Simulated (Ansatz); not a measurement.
# LiH (Fm-3m): a many-body input that goes wrong, and its mend

A first try at the G0W0 gap of LiH (Fm-3m), what the program said, and an input that works.

Method: G0W0 on PBE, plane waves, PAW, in Ansatz 0.2.0.

The database entry behind the starting cell differs from later determinations by our own check (the deuteride, about 0.2 % short), so it need not match the best structure at ambient conditions.

**1. Set-up**

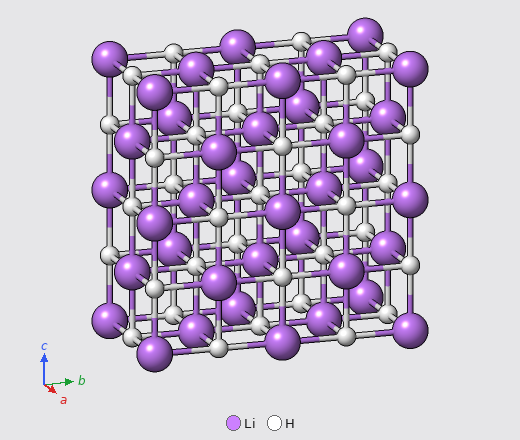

The cell as given, slightly off an axis (lithium purple, hydrogen white). 1×2×2 cells are drawn. This picture shows the conventional cell, with its axes. Some periodic images of atoms are drawn too.

The cell and positions come from the Crystallography Open Database and are kept as given unless a step says otherwise. The default PAW set here is soft_2. Its files were made with PBE.

**2. First try**

Contents of input.yaml:

```yaml
crystal:
  lattice:
    - [0.0, 2.03675, 2.03675]
    - [2.03675, 0.0, 2.03675]
    - [2.03675, 2.03675, 0.0]
  atoms:
    - { symbol: Li, position: [0.0, 0.0, 0.0] }
    - { symbol: H, position: [0.5, 0.5, 0.5] }
kpoints:
  mp_grid: { grid: [6, 6, 6] }
hamiltonian:
  xc: pbe
scf:
  occupations: { method: fixed }
gw:
  n_empty_bands: 4
  ecut_chi: 60
  qp_bands: [v1, c9]
  qp_kpoints: band_edges
  screening: { model: contour_deformation }
```

On the command line:

```console
$ ansatz run input.yaml --threads 3 --pin off --max-ram 92160MiB --backend cuda --events-out ev --progress --plain --runs-dir out --devices 1 --max-vram 13GiB  # rebuilt from the run's record
```

Numbers of over 12 decimals in the logs are rounded to 6 here.

What it wrote:

```text
Error: invalid value for `gw.qp_bands`: [v1, c9] must end among the 6 bands that are solved (gw.n_empty_bands), of which c4 is the highest
```

Elapsed: 0.09 s, on 3 threads of AMD EPYC 7R13 (Zen 3), shared host; peak memory 0.1 GiB.

**Diagnosis.**

The input was rejected at the start.

The program's message: “Error: invalid value for `gw.qp_bands`: [v1, c9] must end among the 6 bands that are solved (gw.n_empty_bands), of which c4 is the highest”

The fault: window above the summed bands. Levels can be corrected only among the bands that are solved.

**3. A better input**

G0W0 replaces the xc potential by the self-energy, built once from these orbitals. Only a window of levels is corrected, while the sums run over the empty bands that the input names.

Changes to input.yaml since step 2:

```diff
@@ -15,5 +15,5 @@
 gw:
-  n_empty_bands: 4
+  n_empty_bands: 17
   ecut_chi: 60
-  qp_bands: [v1, c9]
+  qp_bands: [v2, c2]
   qp_kpoints: band_edges
```

What it wrote:

```text
GPUs: using 1 of 1 available (devices: 1).
[...]
device memory: the entry about to start is reckoned to put 0.3 GiB on a device that reports 38.2 GiB free (of which the cap on the GPU budget leaves the run 13.0 GiB)
GPU FFT provider: cuFFT
GPU libraries: cuBLAS 13.8.2, cuFFT 12.4.0, cuSOLVER 12.3.4
Crystal: 2 atoms, lattice volume = 16.898 Å³
Basis set: ecut = 420 eV, 331 PW (Γ)
Bands: 6, of which v1, the nominal top of the filled ones, is band 2 counted from 1 (1 counted from 0)
Symmetry: 48 space group operations
[...]
k-points: 16 of 216
[...]
GPU buffer pool allocated for 8000 grid points (all kernels)
GPU transforms: local potential and band sums: pruned to the plane-wave sphere, on 18×20×20
[...]
SCF iter   1: F=—  HF=-221.386512 eV  |F-HF|=—  |Δ(HF+E_count)|=         —  Δρ=8.47e-4  dr2=5.58e-5  ethr=1.77e-3  ⟨swp⟩=4.0  Hψ=746  notcnv=0  defer=22
[...]
11     1    -43.7872   -44.6619     8.7159   -28.9339  0.7496   -51.9272   -50.7992  root ?
    11     2     -0.5315   -14.2012     2.5579   -10.5845  0.7528    -1.6139    -1.5903  root
    11     3      5.4773    -3.1246    -3.8343    -7.6399  0.7892     6.1667     6.1583  root
    11     4      7.5748    -4.0403    -4.0678    -8.7983  0.7693     8.2768     8.2650  root
    12     1    -43.7844   -44.6691     8.7169   -28.9389  0.7496   -51.9261   -50.7977  root ?
    12     2      0.4866   -14.6836     2.3375   -11.3458  0.7624    -0.5319    -0.5136  root
    12     3      3.5049    -3.6287    -3.3759    -7.6097  0.7990     4.1154     4.1099  root
    12     4     11.0677    -2.6164    -4.6914    -8.1689  0.7500    11.9367    11.9288  root
    15     1    -43.7842   -44.6683     8.7156   -28.9395  0.7496   -51.9253   -50.7974  root ?
    15     2      0.3317   -14.5565     2.3777   -11.1757  0.7610    -0.6902    -0.6714  root
    15     3      4.4917    -3.3645    -3.6110    -7.6245  0.7950     5.1476     5.1407  root
    15     4      7.4119    -2.7986    -4.1865    -7.6980  0.7734     8.1368     8.1247  root
[key lines of the parts left out:]
SCF converged after 6 iterations
Free energy (F): -221.386559 eV
Fermi energy:    0.486615 eV
```

It took 7.8 s on 1 × NVIDIA H100 80GB HBM3 (shared by 6 runs) with 3 threads; peak memory 0.98 GiB; 9.7 s of CPU time.

Numbers from this step:

| Quantity | Value |
| --- | --- |
| bands summed | 19 |
| RPA ε∞ on this mesh (eigenvalues) | 4.189, 4.189, 4.189 |
| plane waves in the screening matrix | 15 |
| q-points in the mesh | 216 |
| G0W0 gap on the mesh | 4.624 eV |
| k of the valence top | 0, -0.5, -0.5 |
| k of the conduction bottom | 0, -0.5, -0.5 |
| starting gap on the mesh | 3.018 eV |
| Z at the valence top | 0.7624 |
| Z at the conduction bottom | 0.7990 |
| least direct G0W0 gap on the computed points | 4.624 eV |

The gap on the mesh goes from 3.02 eV to 4.62 eV, a correction of +1.61 eV. Between the two edge states, bare exchange in place of the xc potential would open the gap by 7.32 eV, and correlation takes back 5.71 eV.

**4. Summary of results**

```
first try  : refused after 0.09 s
better run : G0W0 gap on the mesh 4.62 eV (6×6×6 mesh, 17 empty bands, screening to 60 eV)
```

What this shows: The second run differs in: empty bands and levels asked. Bands and cutoff are finite, so the gap is not at the basis limit. The miss can reach some tenths of an eV and take either sign; the mesh is an error of its own.

[Paths, hosts, dates, memory and timing lines, banners, echoed tables and standing remarks are left out of the program output.]

[Logs are printed without paths, hosts, clocks, repeated set-up lines and the standing remarks that a program may print on its own settings, such as how far it seeks lower states.]

[Runs of the session that timed out or met a known fault of the program may be left out.]

[Cells called generated may have been cut or substituted from an entry of the Crystallography Open Database or the Materials Project.]

[Hosts, paths, dates, database ids (printed as entryN), source tags and the programs' standing remarks are cut or masked in the printed files.]
